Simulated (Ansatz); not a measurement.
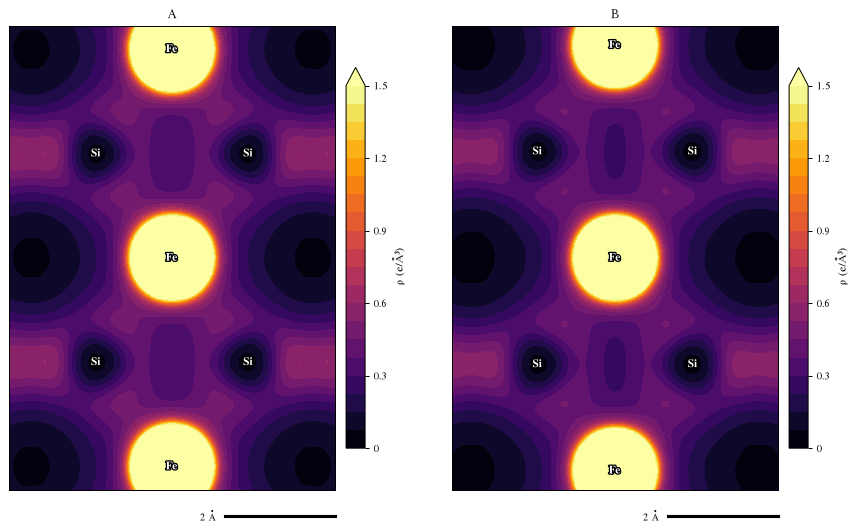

FeSi2. The valence charge density (pseudo) of two cells that differ in size, on the (110) plane of each (indices in the axes of the calculation cell), at one length scale and on one colour scale; one has 12.1 and the other 12.8 Å³ an atom.

The calculation used Ansatz 0.2.0, Kohn-Sham DFT of a periodic cell, PBEsol, Ansatz PAW.

Which is the denser cell? Describe the effect of the change.

Answer. Panel A is the smaller cell, by 6 % in volume. From the larger cell to the smaller, Fe–Si goes from 2.38 to 2.33 Å, and the density at its midpoint from 0.44 to 0.48 e/Å³; the pressure goes from −9 to 2.6 GPa.
